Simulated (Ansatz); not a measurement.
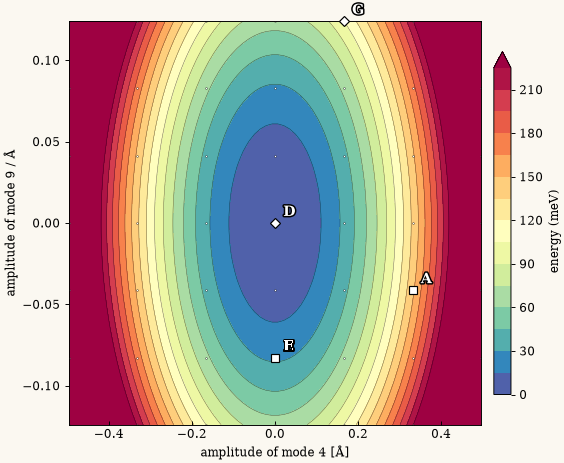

KCl (Fm-3m, No. 225; 4 atoms in the cell). 
- The energy is mapped over two normal modes frozen in (zone-centre modes of the 4-atom cell of this scan, which folds in the wave vector (0, 0, 1/2) of the primitive cell).
- The first coordinate is: amplitude of mode 4 (92 cm⁻¹), largest displacement; the second: amplitude of mode 9 (126 cm⁻¹), largest displacement.
- Nothing is relaxed (the cell and all other modes fixed).
- The grid has 7 × 7 points; 16 points were computed and 33 follow by symmetry.
- Points are written as (first, second).
- All energies are given in meV per cell relative to the lowest grid point.
- Computed with Ansatz 0.2.0, DFT PBE, scalar-relativistic, plane waves, PAW. Settings: cutoff 420 eV, k-mesh 6×6×6, gaussian smearing 0.05 eV, no spin polarisation.

The picture shows filled contours, dots at the grid points, one colour for all values above the top of the scale, lettered points. Between grid points the surface is interpolated.

Is E the lowest point of the computed grid?

No. E lies 28 meV above the lowest grid point, which is at (0.000 Å, 0.000 Å).

Rank the lettered points by energy, lowest first.

D (0 meV), E (28 meV), G (105 meV), A (147 meV).
